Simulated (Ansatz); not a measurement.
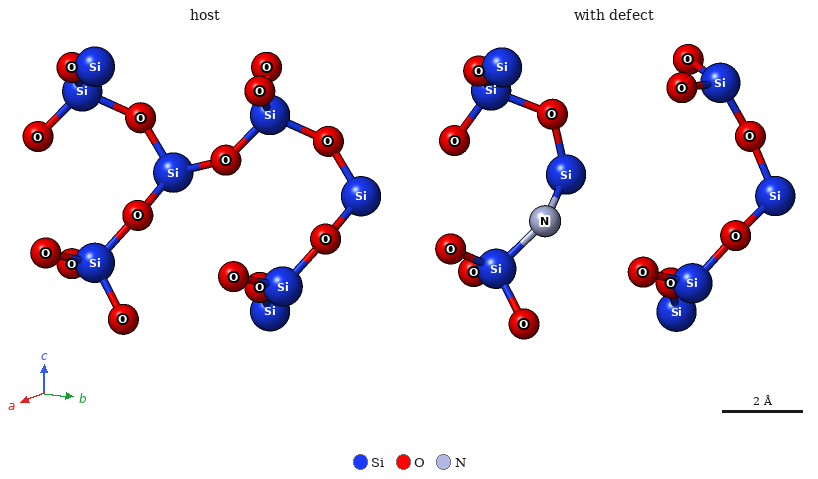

Left: perfect SiO2. Right: the same region with a pair of point defects, after relaxing the atoms in a supercell of 72 sites. A ball-and-stick model of the atoms within 4.6 Å of one point, in a slice 4.2 Å thick across the line of sight, seen from a free direction.

Method: Ansatz 0.2.0, DFT, PBEsol, PAW, plane waves. (plane-wave cutoff 420 eV; k-point mesh 1 × 1 × 1; mesh shifted by (0.25, 0.25, 0.25); collinear spin) Fermi-Dirac smearing of 0.01 eV. A uniform background neutralises the charged cell. The axes drawn are those of the host's conventional cell.

### What kind of defect was made?

An oxygen atom is replaced by nitrogen and an oxygen atom is taken out (a vacancy), the two sites 2.6 Å apart.

The charge state of the cell is +2.

### How does the lattice respond?

In the host the O atom has 2 Si at 1.62 Å; the N atom ends with 2 Si at 1.65 to 1.73 Å. Around the empty O site the host had 2 Si at 1.62 Å; after relaxation the nearest atoms are 1 Si at 2.17 Å, 2 O at 2.58 to 2.59 Å. Of the host's atoms, a silicon atom moves furthest from its site, by 1.38 Å. The N atom itself moves 0.23 Å from where it was put. The cell's net moment is 1.00 μB.

Limits of the set-up: the cell is charged, on a uniform background, and energies carry no finite-size correction.
